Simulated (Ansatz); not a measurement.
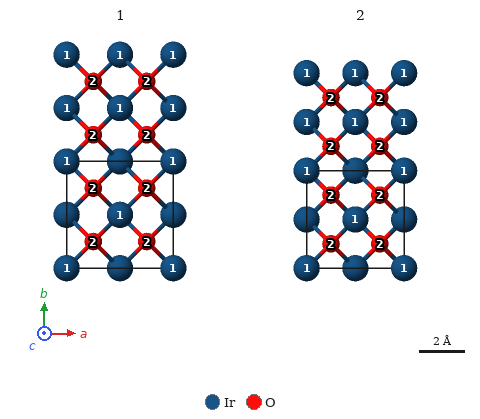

Two geometries of a crystal of IrO (built on the zinc blende type) (coarse preliminary run), drawn at one scale. One is the start of a relaxation, the other its converged end. Style: ball-and-stick. Shown: the conventional cell (4 times the calculation's cell), repeated 1 × 2 × 1 with one cell outlined, along the c axis. Lengths and directions refer to the drawn axes.

These are results of Ansatz, DFT PBE, scalar-relativistic, plane waves, PAW, not measurements. Set-up: plane-wave cutoff 420 eV; k-point mesh 8 × 8 × 8; occupations gaussian; smearing width 0.1 eV; no spin polarisation; cell and atoms relaxed; force threshold 0.05 eV/Å; at most 80 steps.

Q: Which geometry has the lower energy?

A: Structure 1 is the relaxed one. Over 6 accepted moves (8 points after the start) the energy falls by 742 meV per atom. All forces vanish by symmetry, so only the cell relaxes. The pressure goes from 95.70 to 0.03 GPa. The SCF was repeated twice at an unchanged geometry on a basis and grid sized afresh for the cell, which shifted the energy by 38.0 meV per atom at most. The atoms keep their places relative to the cell (all moves are under 0.005 Å). Cell: a = b = c 4.357 → 4.769 Å (+9.5 %). Volume +31.2 %. Among the contacts that change: Ir1–O2 1.887 → 2.065 Å. The space group stays F-43m (No. 216). The run took 15 s on 1 thread of Intel(R) Xeon(R) Platinum 8259CL CPU @ 2.50GHz (Skylake/Cascade Lake) (shared host), peak memory 0.34 GiB.
